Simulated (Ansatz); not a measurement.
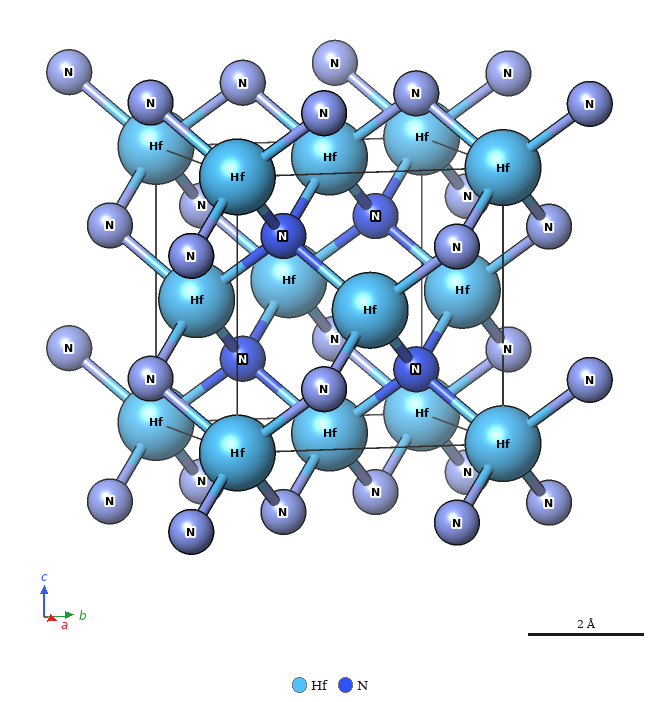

Figure 1. The structure as given in the input (ball-and-stick view of the cell 4 times as large as that of the calculation, set on its symmetry axes, seen slightly off an axis; neighbours outside the cell are drawn fainter). Near neighbours in the crystal (not all of them lie inside the picture): Hf has 4 N at 2.11 Å; N has 4 Hf at 2.11 Å.

## Run report: HfN, single-point calculation

The run: single-point calculation of HfN (F-43m, 2 atoms in the cell). Method and program: DFT PBEsol, scalar-relativistic, plane waves, PAW, no spin polarisation (Ansatz 0.2.0).

The structure derives from a Materials Project entry.

## What the program printed
```
Engine: ansatz 0.2.0, x86_64-unknown-linux-gnu
Pseudopotentials: kind: paw
Pseudopotential: Hf, paw, valence charge 26, recommended cutoff 420 eV (normal), Hf.paw.azcp
Pseudopotential: N, paw, valence charge 5, recommended cutoff 420 eV (normal), N.paw.azcp
Functional definition: PBEsol
  exchange = pbesol_x
  correlation = pbesol_c
Crystal: 2 atoms, lattice volume = 28.823 Å³
Basis set: ecut = 420 eV, 537 PW (Γ), exchange–correlation on 48×48×48 points (8 copies of the dense FFT grid, shifted against one another)
Bands: 20, of which v1, the nominal top of the filled ones, is band 16 counted from 1 (15 counted from 0)
Symmetry: 24 space group operations
Space group: F-43m (ITA 216), of the structure as read, at distance tolerance 3.1e-5 Å
k-points: 72 of 1728 (time reversal used)
Non-local potential: Hf, projectors of the file, l = 0: 3, l = 1: 2, l = 2: 2, l = 3: 3
Non-local potential: N, projectors of the file, l = 0: 2, l = 1: 2, l = 2: 1
PAW form: soft (Blöchl's): semilocal exchange-correlation on the pseudo side does not see the compensation charge
PAW frozen core: Hf, regenerated for the run's functional, and the local potential with it (the file was generated under x = pbe(κ = 0.804, μ = 0.2195149727645171), c = pbe(β = 0.06672455060314922))
PAW frozen core: N, regenerated for the run's functional, and the local potential with it (the file was generated under x = pbe(κ = 0.804, μ = 0.2195149727645171), c = pbe(β = 0.06672455060314922))
PAW one-centre angular grid: Hf, 590 points (default); XC on 64 Gauss nodes
PAW one-centre angular grid: N, 110 points (default); XC on 64 Gauss nodes
Initial density: superposition of atomic densities (neutral atoms: chi_scale 0, normalization atom), corrected by the library's trained network
Initial wavefunctions: pseudopotential atomic-orbital guess
Functional: x = pbesol(κ = 0.804, μ = 0.12345679012345678), c = pbesol(β = 0.046)
SCF iter   1: F=—  HF=-15979.589712 eV  |F-HF|=—  |Δ(HF+E_count)|=         —  Δρ=1.63e-2  dr2=8.18e-2  ethr=1.77e-3  ⟨swp⟩=4.3  Hψ=5619  notcnv=0
preconditioner: auto → Kerker (q_TF=auto, 2.762 Å⁻¹)  [metal: Δε(μ)=0.064 eV  Ē_g=18.371 eV  σ=0.150 eV  W_gap=0.23  n_scr=14 (ndim 8)  ℏωp=37.2 eV  f_vac=0.003  D(μ)=0.98/eV (n_scr^D=8)]
SCF iter   2: F=—  HF=-15979.570785 eV  |F-HF|=—  |Δ(HF+E_count)|=   1.89e-2  Δρ=3.22e-3  dr2=3.00e-3  ethr=2.64e-4  ⟨swp⟩=1.5  Hψ=2085  notcnv=0  defer=7
SCF iter   3: F=—  HF=-15979.570607 eV  |F-HF|=—  |Δ(HF+E_count)|=   1.78e-4  Δρ=1.49e-3  dr2=4.60e-4  ethr=9.68e-6  ⟨swp⟩=2.5  Hψ=2215  notcnv=0  defer=7
SCF iter   4: F=—  HF=-15979.570693 eV  |F-HF|=—  |Δ(HF+E_count)|=   8.58e-5  Δρ=6.98e-4  dr2=1.39e-4  ethr=1.48e-6  ⟨swp⟩=2.0  Hψ=2399  notcnv=0  defer=7
SCF iter   5: F=—  HF=-15979.570655 eV  |F-HF|=—  |Δ(HF+E_count)|=   3.73e-5  Δρ=2.56e-4  dr2=2.23e-5  ethr=4.47e-7  ⟨swp⟩=2.0  Hψ=2122  notcnv=0  defer=7
SCF iter   6: F=—  HF=-15979.570660 eV  |F-HF|=—  |Δ(HF+E_count)|=   4.90e-6  Δρ=8.09e-5  dr2=2.03e-6  ethr=7.19e-8  ⟨swp⟩=2.2  Hψ=1920  notcnv=0  defer=7
SCF iter   7: F=—  HF=-15979.570660 eV  |F-HF|=—  |Δ(HF+E_count)|=   1.51e-7  Δρ=2.30e-5  dr2=1.14e-7  ethr=6.55e-9  ⟨swp⟩=2.0  Hψ=2229  notcnv=0  defer=7
SCF iter   8: F=-15979.570660 eV  HF=-15979.570660 eV  |F-HF|=4.38e-9  |Δ(HF+E_count)|=   1.12e-7  Δρ=4.51e-6  dr2=6.40e-9  ethr=3.23e-10  ⟨swp⟩=9.9  Hψ=9606  notcnv=0
SCF 1 converged in 8 iterations: F = -15979.570660 eV  dr2 = 6.40e-9
  greatest PAW one-centre occupation: 0.998 electrons in one spin orbital (limit 2), on the Hf atom at site 0 (counted from 0), in its partial waves of l = 3
SCF converged after 8 iterations
Free energy (F): -15979.570660 eV
Harris-Foulkes:  -15979.570660 eV  (|F-HF|=4.38e-9)
Internal energy: -15979.559614 eV  (E = F + TS)
E sigma→0 (E₀):  -15979.565137 eV
Entropy (-TS):   -0.011046 eV (-5.523 meV/atom)
Fermi energy:    18.205446 eV
--- Per-component energies (eV) ---
  E_band       = 18.031424
  E_kinetic    = 554.710719
  E_local      = -5584.187102  (includes V_loc(G=0)·N_el)
  E_nonlocal   = -1191.937604
  E_hartree    = 2591.074248
  E_xc         = -357.466175
  E_vxc        = -342.339979  (∫ρ·V_xc dr)
  E_paw        = -6930.163014  (= ΣΔE_a)
  E_vpaw       = 1399.639608  (= ΣTr[D̂ρ^β])
  E_aug_tail   = 0.000091  (compensation charges beyond the density's cutoff)
  E_ewald      = -5062.869968
  E_core_change = 1.279190  (= ΣΔE_core)
  E_smearing   = -0.011046  (= −TS)
  E_closure    = 0.000000  (closes the sum)
  Σ components = -15979.570660   (vs F -15979.570660, Δ=0.00e0)
--- Forces (eV/Å), atoms counted from 1 ---
  atom   1  Hf    -0.00000000     0.00000000    -0.00000000
  atom   2  N      0.00000000    -0.00000000     0.00000000
  max |Σ_I F_I| component: 1.11e-16 eV/Å
--- Stress (GPa, compression-positive) ---
        0.121031      -0.000000      -0.000000
       -0.000000       0.121031       0.000000
       -0.000000       0.000000       0.121031
  P = ⅓ Tr σ = 0.1210 GPa (1.210 kbar)
--- Band table (eV; the first three rows and the last of 72) ---
  k-point 0: bands = ["-44.1955", "-12.7770", "-12.7770", "-12.7770", "1.8277", "5.8576", "5.8576", "5.8576", "5.9343", "5.9343", "5.9343", "6.0072", "12.6236", "12.6236", "12.6236", "17.5847", "20.4437", "20.4437", "24.9484", "24.9484"]
  k-point 1: bands = ["-44.1939", "-12.8145", "-12.7817", "-12.7817", "1.9149", "5.8581", "5.8595", "5.8595", "5.9311", "5.9311", "5.9344", "6.0110", "12.4662", "12.6776", "12.6776", "17.9628", "20.3208", "20.3208", "24.7535", "25.1273"]
  k-point 2: bands = ["-44.1895", "-12.9152", "-12.7947", "-12.7947", "2.1480", "5.8598", "5.8643", "5.8643", "5.9231", "5.9231", "5.9346", "6.0191", "12.1746", "12.8177", "12.8177", "18.8552", "20.1016", "20.1016", "24.3266", "25.4148"]
  k-point 71: bands = ["-44.1635", "-13.2015", "-13.0596", "-12.9594", "3.4311", "5.8601", "5.8810", "5.8972", "5.8983", "5.8997", "5.9141", "5.9856", "12.4171", "13.0495", "14.6097", "16.8694", "19.5916", "21.8765", "23.3947", "24.9651"]
```

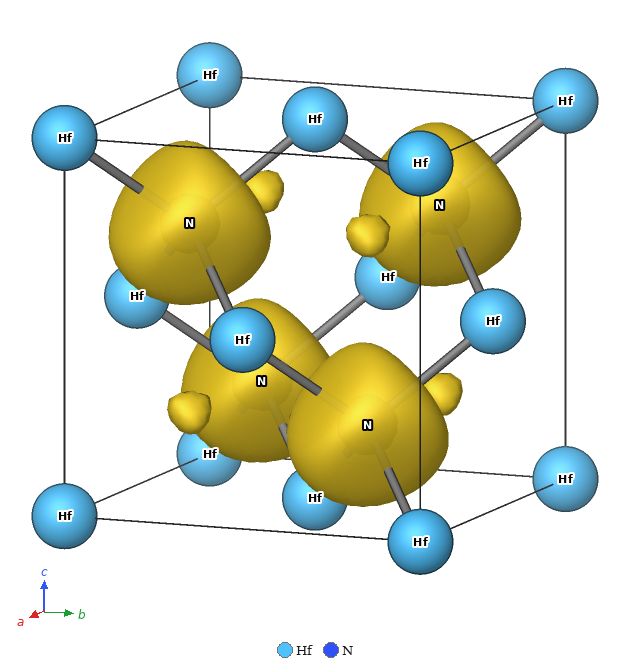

Figure 2. Isosurface of the ELF at 0.6 (yellow), seen slightly off an axis. Core shells and regions of very low density are left out. Sticks mark near contacts. The outline is the cell set on symmetry axes. Profiles from the grid: Hf–N (2.11 Å): the ELF peaks at about 0.80 in the valence shell of N, 0.6 Å from its nucleus, and drops to about 0.25 between the two atoms; no shared pair; the contact is polar. In a PAW calculation such maps are meaningful between the atoms, not at the nuclei.

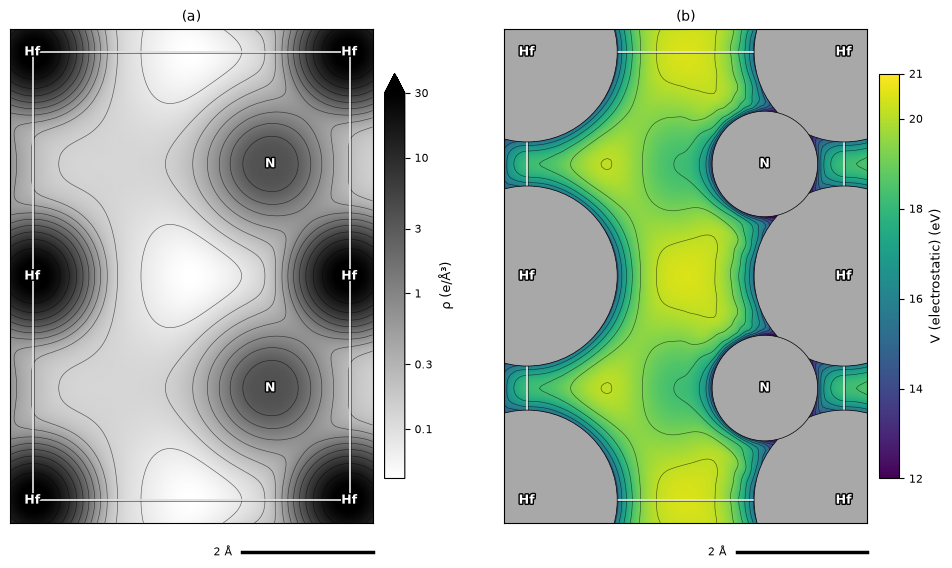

Figure 3. (a) valence charge density (pseudo); (b) electrostatic potential energy of an electron on the (011) plane of the conventional cell. Grey discs, where drawn, cover atomic cores. The section cuts through Hf and N sites. Hf–N (2.11 Å): ρ is about 0.78 e/Å³ halfway. Away from the nuclei the density in this plane falls to 0.04 e/Å³ at its lowest. Outside the cores the potential energy rises away from the atoms and is highest about 2.1 Å from the nearest atoms; outside the discs it spans about 8 eV, and its zero is arbitrary.

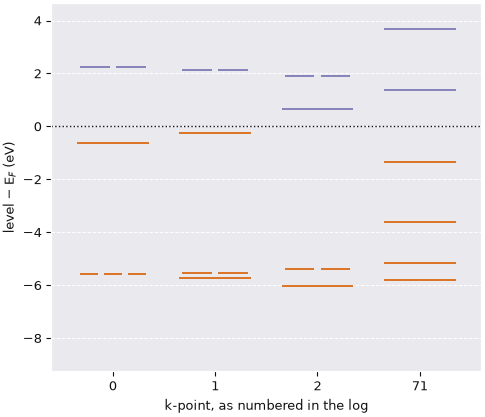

Figure 4. Kohn–Sham levels near the Fermi level (dotted) at the few k-points that the log prints; levels within 0.02 eV of each other stand side by side. The system is metallic on the full mesh.

The run was set up as follows.

## Input
```yaml
crystal:
  lattice:
    - [0.0, 2.43353409, 2.43353409]
    - [2.43353409, 0.0, 2.43353409]
    - [2.43353409, 2.43353409, 0.0]
  atoms:
    - { symbol: Hf, position: [0.0, 0.0, 0.0] }
    - { symbol: "N", position: [0.75, 0.75, 0.75] }
basis:
  ecutwfc: 420
kpoints:
  mp_grid: { grid: [12, 12, 12] }
hamiltonian:
  xc: pbesol
scf:
  occupations: { method: gaussian, width: 0.15 }
output:
  forces: true
  stress: true
  eigenvalues: true
  write_density: true
  write_potential: true
  elf: true
  volumetric_format: npy
```

Run as:
```bash
ansatz run input.yaml --threads 1 --pin off --max-ram 2560MiB --backend cpu --events-out ev --progress --plain --runs-dir out
```

## Summary

| quantity | value |
| --- | --- |
| outcome | converged |
| space group (tolerance 0.01 Å) | F-43m (216) |
| electrons treated | 31 |
| free energy | −15979.5707 eV |
| Fermi energy | 18.205 eV |
| gap on the k-point mesh | none (metallic) |
| pressure | 0.12 GPa |
| largest force (length of the vector) | under 0.001 eV/Å |
| hardware | 1 thread of Oxide Virtual Turin-like (Zen 5), 32 GiB of memory available, shared host |
| wall time | 3.7 s |
| peak memory | 0.39 GiB |

## Notes

Spin–orbit coupling is left out, which matters for Hf. The cell holds an odd number of electrons but the run has no spin polarisation, so it comes out as a metal.
